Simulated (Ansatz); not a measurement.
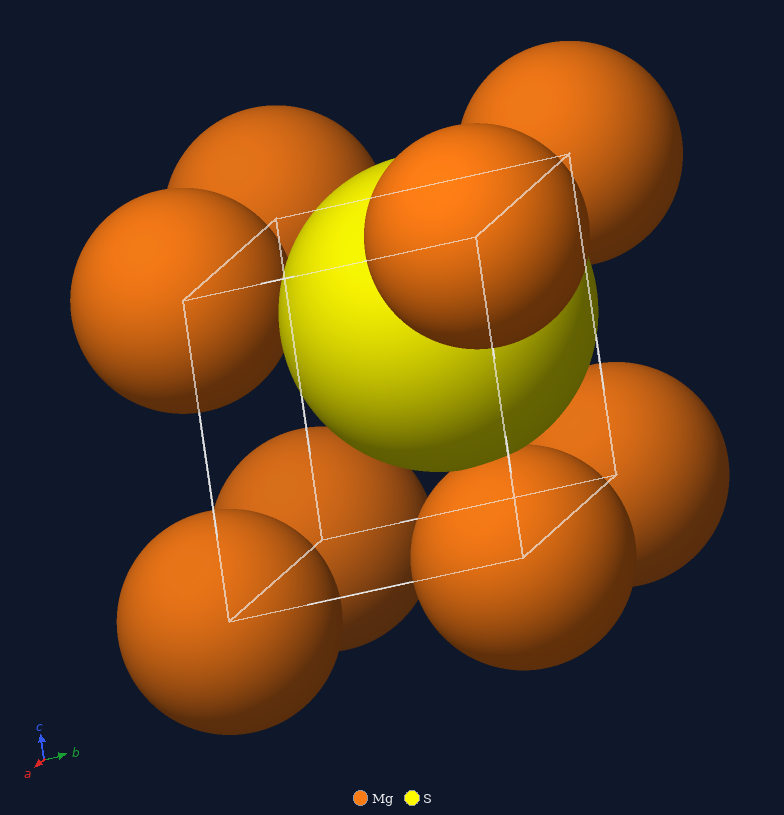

Shown here is a space-filling view of the crystal, taken slightly off an axis. The wireframe shows the simulation cell.

The calculation's input:
```yaml
crystal:
  lattice:
    - [0.0, 2.8308747667, 2.8308747667]
    - [2.8308747667, 0.0, 2.8308747667]
    - [2.8308747667, 2.8308747667, 0.0]
  atoms:
    - { symbol: Mg, position: [0.0, 0.0, 0.0] }
    - { symbol: S, position: [0.75, 0.75, 0.75] }
kpoints:
  mp_grid: { grid: [6, 6, 6] }
  band_path:
    path:
      - [0.0, 0.0, 0.0]
      - [-0.5, -0.5, 0.0]
      - [-0.375, -0.375, 0.25]
      - [-0.375, 0.0, 0.375]
      - [0.0, 0.0, 0.5]
      - [-0.5, -0.25, 0.25]
    npoints: 1
hamiltonian:
  xc: r2scan0
scf:
  occupations: { method: fixed }
  n_extra_bands: 4
output:
  forces: true
  stress: true
  eigenvalues: true
  write_density: true
  write_potential: true
  elf: true
  volumetric_format: npy
```
Run as:
```sh
ansatz run input.yaml --threads 2 --pin off --max-ram 2211MiB --backend cpu --events-out ev --progress --plain --runs-dir out
```

Level of theory: DFT, r2SCAN0, plane waves, PAW in Ansatz 0.2.0. Settings were plane-wave cutoff 500 eV, a 6×6×6 mesh of k-points, no spin polarisation.

**What is the electronic character?**

An insulator at this level, with a gap of 5.60 eV, direct.

**State the hydrostatic pressure.**

The computed pressure is -0.5 GPa (stretched: it would shrink).

The structure was taken from a structure listed in the Materials Project. Earlier steps of the study may have refined or changed the cell and positions. Ansatz was used for an electronic-structure calculation on it.
